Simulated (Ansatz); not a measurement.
# Geometry relaxation of W5C (part 2 of 2)

Continued. System: W5C (slab, 6 atoms in the cell). Method: DFT PBEsol, scalar-relativistic, plane waves, PAW, no spin polarisation (Ansatz 0.2.0); cutoff 420 eV, 9×9×1 k-mesh, Gaussian smearing of 0.1 eV. The structure derives from an entry of the Crystallography Open Database. The input holds or restrains some coordinates. Forces given for the steps count only the free coordinates. It belongs to a series of runs on one base structure; here: C put at a bridge W-W site.

Geometry of the input (Å; fractional positions):
```
3.1544  0.0000  0.0000
0.0000  3.1544  0.0000
0.0000  0.0000  25.3087
W  0.5000  0.5000  0.3359
W  0.0000  0.0000  0.3982
W  0.5000  0.5000  0.4591
W  0.0000  0.0000  0.5233
W  0.5000  0.5000  0.5785
C  0.0000  0.5000  0.6496
```

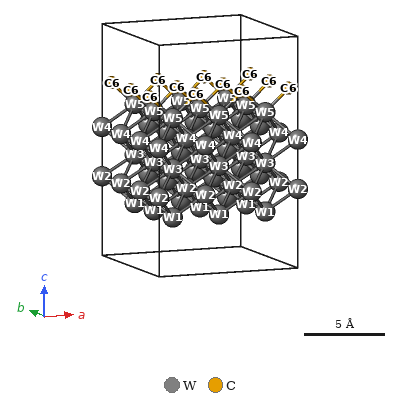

The geometry at step 2 of the log (ball-and-stick view of the 3 × 3 repeat of the cell, with the vacuum cut short, seen slightly off an axis; atoms are numbered from 1 in the order of the input).

What the program printed, continued
```
relax step   3: F+E_penalty+E_count = -51522.50396926 eV  Δ(F+E_penalty+E_count) = -6.020e-1 eV  max|allowed force component| = 4.956e-1 eV/Å  Δτ_max = 0.1950 Å  (6 SCF iters, dr2 threshold 1.00e-4 eV, accepted)
iter 1 solved again at ethr=1.37e-3 eV; its pass at ethr=3.10e-3 eV (dr2=1.02e0 eV) is discarded
SCF iter   1: F=—  HF=-51522.626581 eV  |F-HF|=—  |Δ(HF+E_count)|=         —  Δρ=1.41e-2  dr2=1.05e0  ethr=1.37e-3  p=-0.118 e·Å  D=-8.48e-2 V/Å  ΔV_dip=2.15 eV  dr2_dipole=4.62e-2  V_vac-E_F(+/−)=6.48/4.34 eV  ⟨swp⟩=1.7  Hψ=4665  notcnv=0  defer=37
efield: sawtooth ramp at fractional position 0.9727 (handed on by an earlier solve), width 0.0400; the density the first Hamiltonian is built on has a dipole p = -0.118 e·Å; the dipole correction subtracts the counter field D = -8.48e-2 V/Å, which shifts the + side's vacuum level by +2.15 eV against the − side's; the planar-averaged density in the ramp window peaks in size at 1.7e-6 e/Å³
preconditioner: auto → LDOS  [metal: Δε(μ)=0.021 eV  Ē_g=4.999 eV  σ=0.100 eV  W_gap=0.12  n_scr=44 (ndim 8)  ℏωp=13.6 eV  f_vac=0.580  D(μ)=4.84/eV (n_scr^D=14)  β→1.0]
SCF iter   2: F=—  HF=-51522.541882 eV  |F-HF|=—  |Δ(HF+E_count)|=   8.47e-2  Δρ=4.69e-3  dr2=1.77e-1  ethr=1.37e-3  p=-0.107 e·Å  D=-7.69e-2 V/Å  ΔV_dip=1.95 eV  dr2_dipole=1.12e-2  V_vac-E_F(+/−)=6.28/4.33 eV  ⟨swp⟩=2.6  Hψ=1675  notcnv=0  defer=37
SCF iter   3: F=—  HF=-51522.527772 eV  |F-HF|=—  |Δ(HF+E_count)|=   1.41e-2  Δρ=1.55e-3  dr2=2.24e-2  ethr=2.40e-4  p=-0.113 e·Å  D=-8.11e-2 V/Å  ΔV_dip=2.05 eV  dr2_dipole=2.00e-3  V_vac-E_F(+/−)=6.40/4.34 eV  ⟨swp⟩=2.7  Hψ=1798  notcnv=0  defer=40
SCF iter   4: F=—  HF=-51522.525804 eV  |F-HF|=—  |Δ(HF+E_count)|=   1.97e-3  Δρ=4.17e-4  dr2=1.31e-3  ethr=3.03e-5  p=-0.112 e·Å  D=-8.08e-2 V/Å  ΔV_dip=2.04 eV  dr2_dipole=2.12e-4  V_vac-E_F(+/−)=6.39/4.34 eV  ⟨swp⟩=2.5  Hψ=1539  notcnv=0  defer=40
SCF iter   5: F=—  HF=-51522.525718 eV  |F-HF|=—  |Δ(HF+E_count)|=   8.59e-5  Δρ=1.77e-4  dr2=1.77e-4  ethr=1.77e-6  p=-0.113 e·Å  D=-8.09e-2 V/Å  ΔV_dip=2.05 eV  dr2_dipole=6.90e-6  V_vac-E_F(+/−)=6.39/4.34 eV  ⟨swp⟩=2.8  Hψ=1722  notcnv=0  defer=45
SCF iter   6: F=-51522.525724 eV  HF=-51522.525733 eV  |F-HF|=8.47e-6  |Δ(HF+E_count)|=   1.43e-5  Δρ=4.95e-5  dr2=1.48e-5  ethr=2.07e-8  p=-0.113 e·Å  D=-8.11e-2 V/Å  ΔV_dip=2.05 eV  dr2_dipole=2.54e-6  V_vac-E_F(+/−)=6.39/4.34 eV  ⟨swp⟩=22.7  Hψ=13072  notcnv=0
SCF 4 converged in 6 iterations: F = -51522.525724 eV  dr2 = 1.48e-5
relax step   4: F+E_penalty+E_count = -51522.52572406 eV  Δ(F+E_penalty+E_count) = -2.175e-2 eV  max|allowed force component| = 3.768e-1 eV/Å  Δτ_max = 0.1948 Å  (6 SCF iters, dr2 threshold 1.54e-5 eV, accepted)
SCF iter   1: F=—  HF=-51522.561081 eV  |F-HF|=—  |Δ(HF+E_count)|=         —  Δρ=5.82e-3  dr2=2.44e-1  ethr=1.94e-3  p=-0.113 e·Å  D=-8.11e-2 V/Å  ΔV_dip=2.05 eV  dr2_dipole=2.73e-2  V_vac-E_F(+/−)=6.38/4.33 eV  ⟨swp⟩=3.8  Hψ=2352  notcnv=0  defer=44
efield: sawtooth ramp at fractional position 0.9727 (handed on by an earlier solve), width 0.0400; the density the first Hamiltonian is built on has a dipole p = -0.113 e·Å; the dipole correction subtracts the counter field D = -8.11e-2 V/Å, which shifts the + side's vacuum level by +2.05 eV against the − side's; the planar-averaged density in the ramp window peaks in size at 1.4e-6 e/Å³
preconditioner: auto → LDOS  [metal: Δε(μ)=0.005 eV  Ē_g=4.961 eV  σ=0.100 eV  W_gap=0.03  n_scr=44 (ndim 8)  ℏωp=13.6 eV  f_vac=0.576  D(μ)=6.15/eV (n_scr^D=36)  β→1.0]
SCF iter   2: F=—  HF=-51522.543507 eV  |F-HF|=—  |Δ(HF+E_count)|=   1.76e-2  Δρ=1.52e-3  dr2=1.62e-2  ethr=3.30e-4  p=-0.117 e·Å  D=-8.39e-2 V/Å  ΔV_dip=2.12 eV  dr2_dipole=3.76e-3  V_vac-E_F(+/−)=6.45/4.33 eV  ⟨swp⟩=2.0  Hψ=1610  notcnv=0  defer=42
SCF iter   3: F=—  HF=-51522.543424 eV  |F-HF|=—  |Δ(HF+E_count)|=   8.31e-5  Δρ=9.59e-4  dr2=5.70e-3  ethr=2.19e-5  p=-0.115 e·Å  D=-8.25e-2 V/Å  ΔV_dip=2.09 eV  dr2_dipole=1.14e-4  V_vac-E_F(+/−)=6.41/4.33 eV  ⟨swp⟩=3.4  Hψ=2037  notcnv=0  defer=42
SCF iter   4: F=—  HF=-51522.542776 eV  |F-HF|=—  |Δ(HF+E_count)|=   6.48e-4  Δρ=2.72e-4  dr2=4.28e-4  ethr=7.70e-6  p=-0.115 e·Å  D=-8.26e-2 V/Å  ΔV_dip=2.09 eV  dr2_dipole=2.23e-5  V_vac-E_F(+/−)=6.42/4.33 eV  ⟨swp⟩=2.3  Hψ=1608  notcnv=0  defer=42
SCF iter   5: F=—  HF=-51522.542768 eV  |F-HF|=—  |Δ(HF+E_count)|=   7.81e-6  Δρ=8.77e-5  dr2=5.44e-5  ethr=5.78e-7  p=-0.115 e·Å  D=-8.24e-2 V/Å  ΔV_dip=2.09 eV  dr2_dipole=1.42e-5  V_vac-E_F(+/−)=6.41/4.33 eV  ⟨swp⟩=2.6  Hψ=1640  notcnv=0  defer=41
iter 6 did not close the SCF: its close was put off until two iterations running show no level that it waits for move by more than its bar (scf_convergence_deferred on its scf_iter line)
SCF iter   6: F=-51522.542782 eV  HF=-51522.542783 eV  |F-HF|=5.50e-7  |Δ(HF+E_count)|=   1.46e-5  Δρ=2.31e-5  dr2=1.99e-6  ethr=1.20e-8  p=-0.115 e·Å  D=-8.23e-2 V/Å  ΔV_dip=2.08 eV  dr2_dipole=4.87e-10  V_vac-E_F(+/−)=6.41/4.33 eV  ⟨swp⟩=23.4  Hψ=12803  notcnv=0
SCF iter   7: F=-51522.542783 eV  HF=-51522.542783 eV  |F-HF|=1.20e-7  |Δ(HF+E_count)|=   5.60e-7  Δρ=5.24e-6  dr2=1.28e-7  ethr=2.68e-9  p=-0.114 e·Å  D=-8.23e-2 V/Å  ΔV_dip=2.08 eV  dr2_dipole=3.85e-10  V_vac-E_F(+/−)=6.41/4.33 eV  ⟨swp⟩=11.6  Hψ=9892  notcnv=0
SCF 5 converged in 7 iterations: F = -51522.542783 eV  dr2 = 1.28e-7
relax step   5: F+E_penalty+E_count = -51522.54278319 eV  Δ(F+E_penalty+E_count) = -1.706e-2 eV  max|allowed force component| = 1.273e-2 eV/Å  Δτ_max = 0.0682 Å  (7 SCF iters, dr2 threshold 8.87e-6 eV, accepted)
iter 1 solved again at ethr=1.73e-10 eV; its pass at ethr=3.10e-3 eV (dr2=1.28e-7 eV) is discarded
SCF iter   1: F=—  HF=-51522.542781 eV  |F-HF|=—  |Δ(HF+E_count)|=         —  Δρ=5.25e-6  dr2=1.28e-7  ethr=1.73e-10  p=-0.114 e·Å  D=-8.23e-2 V/Å  ΔV_dip=2.08 eV  dr2_dipole=3.31e-10  V_vac-E_F(+/−)=6.41/4.33 eV  ⟨swp⟩=1.0  Hψ=2850  notcnv=0
efield: sawtooth ramp at fractional position 0.9727 (handed on by an earlier solve), width 0.0400; the density the first Hamiltonian is built on has a dipole p = -0.114 e·Å; the dipole correction subtracts the counter field D = -8.23e-2 V/Å, which shifts the + side's vacuum level by +2.08 eV against the − side's; the planar-averaged density in the ramp window peaks in size at 1.3e-6 e/Å³
preconditioner: auto → LDOS  [metal: Δε(μ)=0.029 eV  Ē_g=4.955 eV  σ=0.100 eV  W_gap=0.16  n_scr=44 (ndim 8)  ℏωp=13.6 eV  f_vac=0.576  D(μ)=5.90/eV (n_scr^D=36)  β→1.0]
SCF iter   2: F=-51522.542783 eV  HF=-51522.542783 eV  |F-HF|=4.95e-9  |Δ(HF+E_count)|=   2.47e-6  Δρ=3.56e-6  dr2=6.68e-8  ethr=1.35e-10  p=-0.114 e·Å  D=-8.22e-2 V/Å  ΔV_dip=2.08 eV  dr2_dipole=9.14e-12  V_vac-E_F(+/−)=6.41/4.33 eV  ⟨swp⟩=10.3  Hψ=9657  notcnv=0
SCF 6 converged in 2 iterations: F = -51522.542783 eV  dr2 = 6.68e-8
relax step   6: F+E_penalty+E_count = -51522.54278320 eV  Δ(F+E_penalty+E_count) = -1.728e-8 eV  max|allowed force component| = 1.307e-2 eV/Å  Δτ_max = 0.0000 Å  (2 SCF iters, accepted)
WARN: The input density's exchange-correlation potential varies sharply where the density is thin. Do not read a vacuum level from v_tot or v_xc, or from such a field of the output density. On a cell that repeats whose density bears no net charge and no dipole along the vacuum's axis use v_es (v_loc + v_h of the components); under efield.dipole_correction with no amplitude use v_es + v_field, which holds any external_charges[].barrier, or the levels of the report's work_function block, which leave it out; under a non-zero efield.amplitude the vacuum is tilted and has no level; on a cell that repeats and bears such a dipole with no correction it is tilted too, and efield.dipole_correction with no amplitude gives each side of its ramp a level where efield: is served; in a cell that repeats whose density bears a net charge (total_charge, or a fill off its count) it is curved and has none; of a slab under crystal.periodic whose density bears no net charge use v_es, which has a level on each side, short of where the two are joined; of another it falls or rises all the way out and has none; of a slab beside external_charges read slab_vacuum_level instead, which it has where they leave it neutral. The grid or the basis barely resolves most such structure, and the values can differ between equally converged runs; as a rule a tighter scf.convergence.dr2_threshold does not remove it. Where the density itself ripples (under the LDA too) a higher basis.ecutwfc lessens it. The files hold the spikes' plane waves up to the density's cutoff. Files: v_tot and the like, and their columns of v_z.tsv (output.write_potential); v_xc and the like, and their columns of v_comp_z.tsv (output.write_potential_components); where files of the output density stand in their place, no point of their own thin density is over the threshold below, and this is of outcome.potential() and, of a run that writes arrays (npy), the arrays of these names. Measured: with its Gaussian average of σ = 0.25 Å subtracted twice, the exchange-correlation potential is over 0.1 eV at 113 of the grid points where the equally averaged density (valence and model cores) is under 1e-3 e/Å³, and 0.140 eV at the most among them, at an averaged density of 1.4e-7 e/Å³. See output.write_potential in the manual, Limitations
SCF converged after 2 iterations
Free energy (F): -51522.542783 eV
Harris-Foulkes:  -51522.542783 eV  (|F-HF|=4.95e-9)
Internal energy: -51522.513299 eV  (E = F + TS)
E sigma→0 (E₀):  -51522.528041 eV
Entropy (-TS):   -0.029484 eV (-4.914 meV/atom)
Fermi energy:    3.747262 eV
Dipole field:    D = -0.082250 V/Å  (p = -0.114464 e·Å, saw-weighted, corrected)
Work function:   Φ+ = 6.4079 eV   Φ− = 4.3263 eV
Levels:          The Fermi level and band energies are counted from a zero that moves with the ramp; work functions are not
--- Per-component energies (eV) ---
  E_band       = -1710.367224
  E_kinetic    = 2327.544680
  E_local      = -97463.508810  (includes V_loc(G=0)·N_el)
  E_nonlocal   = 47.985385
  E_hartree    = 47632.808807
  E_xc         = -1366.262685
  E_vxc        = -1242.597091  (∫ρ·V_xc dr)
  E_paw        = -42275.360029  (= ΣΔE_a)
  E_vpaw       = -641.794449  (= ΣTr[D̂ρ^β])
  E_aug_tail   = -0.000303  (compensation charges beyond the density's cutoff)
  E_efield     = 0.004707  (sawtooth field / dipole correction)
  E_vefield    = -3.572093  (∫n·V_field dr)
  E_ewald      = 39573.144888
  E_core_change = 1.130061  (= ΣΔE_core)
  E_smearing   = -0.029484  (= −TS)
  E_closure    = 0.000000  (closes the sum)
  Σ components = -51522.542783   (vs F -51522.542783, Δ=0.00e0)
--- Forces (eV/Å), atoms counted from 1 ---
  atom   1  W      0.00000000     0.00000000     1.80326046
  atom   2  W      0.00000000     0.00000000    -1.81417751
  atom   3  W      0.00000000     0.00000000    -0.00507423
  atom   4  W      0.00000000     0.00000000    -0.00491717
  atom   5  W      0.00000000     0.00000000     0.00791834
  atom   6  C      0.00000000     0.00000000     0.01306789
  max |Σ_I F_I| component: 7.78e-5 eV/Å
--- Band table (eV; the first three rows and the last of 25) ---
  k-point 0: bands = ["-70.1146", "-70.0671", "-69.9072", "-69.8697", "-69.7428", "-34.6111", "-34.5695", "-34.5599", "-34.5480", "-34.3306", "-34.3006", "-34.2872", "-34.1187", "-34.0479", "-34.0180", "-33.8767", "-33.8377", "-33.7636", "-33.7261", "-33.6895", "-7.2106", "-4.8016", "-2.6433", "-1.6305", "-1.4642", "-0.6172", "-0.4616", "-0.1678", "0.5036", "0.9075", "2.7335", "2.7761", "2.9065", "2.9218", "3.0132", "3.3433", "3.4598", "3.4925", "4.2723", "4.5918", "4.7415", "5.1277", "5.6334", "6.4601", "6.5579"]
  k-point 1: bands = ["-70.1083", "-70.0647", "-69.9067", "-69.8724", "-69.7438", "-34.6673", "-34.6278", "-34.5440", "-34.4913", "-34.4111", "-34.2857", "-34.1973", "-34.1567", "-34.1159", "-33.9234", "-33.8970", "-33.8871", "-33.7491", "-33.7368", "-33.7062", "-7.1075", "-4.5488", "-2.4939", "-1.4904", "-1.2409", "-0.5815", "-0.3735", "0.0647", "0.4884", "0.9892", "2.2226", "2.4802", "2.5114", "2.6378", "3.1582", "3.4684", "3.6208", "3.7010", "3.9590", "4.6766", "4.8700", "5.3037", "5.9945", "6.0139", "6.3663"]
  k-point 2: bands = ["-70.0913", "-70.0587", "-69.9071", "-69.8791", "-69.7464", "-34.7802", "-34.7220", "-34.5067", "-34.4712", "-34.4430", "-34.2436", "-34.2374", "-34.1533", "-34.1087", "-33.9365", "-33.9177", "-33.8930", "-33.8153", "-33.7483", "-33.6994", "-6.8476", "-3.8410", "-2.1872", "-1.2534", "-0.6679", "-0.5487", "-0.2529", "0.4261", "0.7809", "1.3012", "1.7372", "2.0058", "2.0192", "2.4300", "2.9507", "3.1071", "3.5599", "3.6633", "4.3354", "4.8484", "4.9115", "5.2959", "5.4391", "5.8077", "6.4865"]
  k-point 24: bands = ["-70.0438", "-70.0340", "-69.9144", "-69.8762", "-69.7412", "-34.9342", "-34.9199", "-34.6260", "-34.5879", "-34.4136", "-34.4018", "-34.3097", "-34.2670", "-34.1441", "-34.0990", "-34.0441", "-33.9803", "-33.9329", "-33.7673", "-33.7442", "-5.0372", "-1.8102", "-1.7092", "-0.6598", "-0.3278", "0.4240", "0.4481", "0.6213", "0.6959", "1.1914", "1.3314", "1.5164", "2.2027", "2.7467", "3.1221", "4.0162", "5.1799", "5.4422", "5.4914", "5.6791", "5.8651", "6.3450", "6.5329", "6.7350", "7.0768"]
--- Relaxed structure (6 steps of the walk, 6 accepted, 0 SCFs on fresh bases) ---
  F+E_penalty+E_count = -51522.54278320 eV   max|allowed force component| = 1.307e-2 eV/Å
  atoms:
    - { symbol: W, position: [0.49999999999999994, 0.49999999999999994, 0.3358526158] }
    - { symbol: W, position: [0.0, 0.0, 0.39817027169999997] }
    - { symbol: W, position: [0.49999999999999994, 0.49999999999999994, 0.46034292500007745] }
    - { symbol: W, position: [0.0, 0.0, 0.5206699792898771] }
    - { symbol: W, position: [0.49999999999999994, 0.49999999999999994, 0.5863364849845093] }
    - { symbol: C, position: [0.0, 0.49999999999999994, 0.6306053850760802] }
```

Trajectory as extended XYZ (Å, eV, eV/Å), 6 frames, from step=1 to step=6
```
6
Lattice="3.1544 0.0000 0.0000 0.0000 3.1544 0.0000 0.0000 0.0000 25.3087" Properties=species:S:1:pos:R:3:forces:R:3 step=1 energy=-51520.40733
W     1.5772    1.5772    8.5000    0.0000   0.0000   1.4128
W     0.0000    0.0000   10.0772    0.0000   0.0000  -1.3927
W     1.5772    1.5772   11.6200    0.0000   0.0000  -0.3201
W     0.0000    0.0000   13.2442    0.0000   0.0000  -1.2396
W     1.5772    1.5772   14.6408    0.0000   0.0000   5.4759
C     0.0000    1.5772   16.4408    0.0000   0.0000  -3.9359
6
Lattice="3.1544 0.0000 0.0000 0.0000 3.1544 0.0000 0.0000 0.0000 25.3087" Properties=species:S:1:pos:R:3:forces:R:3 step=2 energy=-51521.90195
W     1.5772    1.5772    8.5000    0.0000   0.0000   1.6635
W     0.0000    0.0000   10.0772    0.0000   0.0000  -1.9478
W     1.5772    1.5772   11.6056    0.0000   0.0000   0.8191
W     0.0000    0.0000   13.2251    0.0000   0.0000  -0.1125
W     1.5772    1.5772   14.8358    0.0000   0.0000   2.9985
C     0.0000    1.5772   16.2813    0.0000   0.0000  -3.4217
6
Lattice="3.1544 0.0000 0.0000 0.0000 3.1544 0.0000 0.0000 0.0000 25.3087" Properties=species:S:1:pos:R:3:forces:R:3 step=3 energy=-51522.50397
W     1.5772    1.5772    8.5000    0.0000   0.0000   1.8961
W     0.0000    0.0000   10.0772    0.0000   0.0000  -1.5551
W     1.5772    1.5772   11.6614    0.0000   0.0000   0.4956
W     0.0000    0.0000   13.2418    0.0000   0.0000  -0.3107
W     1.5772    1.5772   14.9533    0.0000   0.0000  -0.3062
C     0.0000    1.5772   16.0864    0.0000   0.0000  -0.2169
6
Lattice="3.1544 0.0000 0.0000 0.0000 3.1544 0.0000 0.0000 0.0000 25.3087" Properties=species:S:1:pos:R:3:forces:R:3 step=4 energy=-51522.52572
W     1.5772    1.5772    8.5000    0.0000   0.0000   1.7243
W     0.0000    0.0000   10.0772    0.0000   0.0000  -2.0710
W     1.5772    1.5772   11.6384    0.0000   0.0000  -0.3226
W     0.0000    0.0000   13.1286    0.0000   0.0000   0.3768
W     1.5772    1.5772   14.7749    0.0000   0.0000   0.2337
C     0.0000    1.5772   15.8916    0.0000   0.0000   0.0578
6
Lattice="3.1544 0.0000 0.0000 0.0000 3.1544 0.0000 0.0000 0.0000 25.3087" Properties=species:S:1:pos:R:3:forces:R:3 step=5 energy=-51522.54278
W     1.5772    1.5772    8.5000    0.0000   0.0000   1.8031
W     0.0000    0.0000   10.0772    0.0000   0.0000  -1.8140
W     1.5772    1.5772   11.6507    0.0000   0.0000  -0.0049
W     0.0000    0.0000   13.1775    0.0000   0.0000  -0.0053
W     1.5772    1.5772   14.8394    0.0000   0.0000   0.0085
C     0.0000    1.5772   15.9598    0.0000   0.0000   0.0127
6
Lattice="3.1544 0.0000 0.0000 0.0000 3.1544 0.0000 0.0000 0.0000 25.3087" Properties=species:S:1:pos:R:3:forces:R:3 step=6 energy=-51522.54278
W     1.5772    1.5772    8.5000    0.0000   0.0000   1.8033
W     0.0000    0.0000   10.0772    0.0000   0.0000  -1.8142
W     1.5772    1.5772   11.6507    0.0000   0.0000  -0.0051
W     0.0000    0.0000   13.1775    0.0000   0.0000  -0.0049
W     1.5772    1.5772   14.8394    0.0000   0.0000   0.0079
C     0.0000    1.5772   15.9598    0.0000   0.0000   0.0131
```

Summary

```csv
quantity,value
outcome,converged under the restraints of the input
electrons treated,74
free energy,−51522.5428 eV
"work function, top face",6.41 eV
"work function, bottom face",4.33 eV
Fermi energy,3.747 eV
gap on the k-point mesh,none (metallic)
final volume,251.82 Å³
work function (upper face),6.41 eV
"largest force (length of the vector) at the end, held atoms and coordinates included",1.814 eV/Å
hardware,"2 threads of Intel Xeon @ 2.50GHz (Skylake/Cascade Lake), 32 GiB of memory available, shared host"
wall time,85 s (CPU time 2.8 min)
peak memory,0.64 GiB
```

The program warns: the exchange-correlation potential is rough where the density is thin. Spin–orbit coupling is left out, which matters for W.
